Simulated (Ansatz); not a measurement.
## Electronic structure of La₂O₃ in real space

Input file:

```
crystal:
  lattice:
    - [6.4330654934, 0.0, 0.0]
    - [-3.2165327467, 5.5711981415, 0.0]
    - [0.0, 0.0, 3.2972974434]
  atoms:
    - { symbol: La, position: [0.3333333333, 0.6666666667, 0.4996508511] }
    - { symbol: La, position: [0.6666666667, 0.3333333333, 0.5003491489] }
    - { symbol: O, position: [0.5, 0.5, 0.0] }
    - { symbol: O, position: [0.5, 0.0, 0.0] }
    - { symbol: O, position: [0.0, 0.5, 0.0] }
basis:
  ecutwfc: 420
  ecutrho_ratio: 4
kpoints:
  mp_grid: { grid: [4, 4, 6] }
hamiltonian:
  xc: hse06
scf:
  occupations: { method: gaussian, width: 0.05 }
output:
  forces: true
  stress: true
  eigenvalues: true
  write_density: true
  write_potential: true
  elf: true
  volumetric_format: npy
relax:
  f_tol: 0.01
  max_steps: 40
  cell: { stress_tol: 0.1, fix: [volume] }
```

Launched as:

```sh
ansatz run input.yaml --threads 4 --pin off --max-ram 8192MiB --backend cpu --events-out ev --progress --plain --runs-dir out
```

Below, planes, directions and counts refer to the conventional cell (a = 6.44 Å, b = 6.44 Å, c = 3.29 Å, α = 90.00°, β = 90.00°, γ = 120.00°).

The fields are those of the relaxed geometry.

Space group P6/mmm; started from the La2O3 prototype; changed on purpose from its base cell (volume × 1.040); computed pressure about −3 GPa in this cell.

Method: DFT HSE06, scalar-relativistic, plane waves, PAW (Ansatz 0.2.0).

The density is the valence pseudo-density of a PAW calculation; it isn't the true density close to the nuclei.

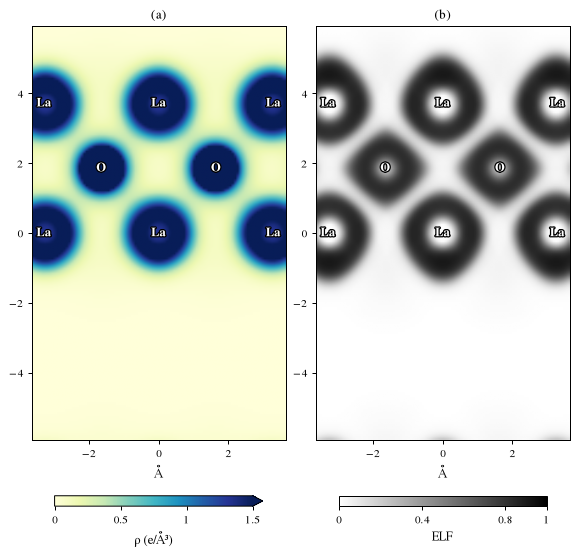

Figure 1. (a) valence electron density; (b) ELF on the (110) plane of the conventional cell.

**What do the fields say about this system?**

- The section cuts through La and O sites.
- La–O (2.48 Å): ρ is about 0.4 e/Å³ halfway; the ELF is about 0.20 at the midpoint: a closed-shell, largely ionic contact.
- The density dies away to nearly zero in the voids.
- The features right at La lie inside the PAW spheres, where the map follows smoothed inner orbitals and isn't to be read closely.

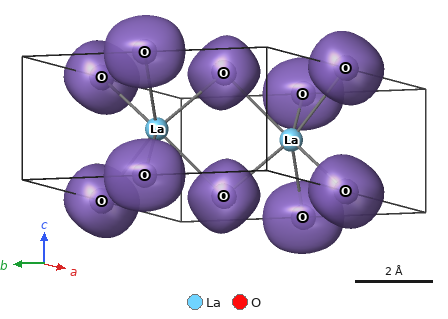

Figure 2. Isosurface of the ELF at 0.65 (purple), seen at an oblique angle. Core shells and regions of very low density are left out. Sticks mark near contacts.

**Where are the electrons localised?**

The ELF exceeds this value in three regions wrapped around O (the valence shell of each), counted in one cell of 5 atoms. Any copies at cell faces, edges or corners count once.

**Does the calculation make it a metal, or give it a gap?**

It is gapped, with a Kohn–Sham gap of 2.9 eV on the k-point mesh, an upper bound to the gap of this method.
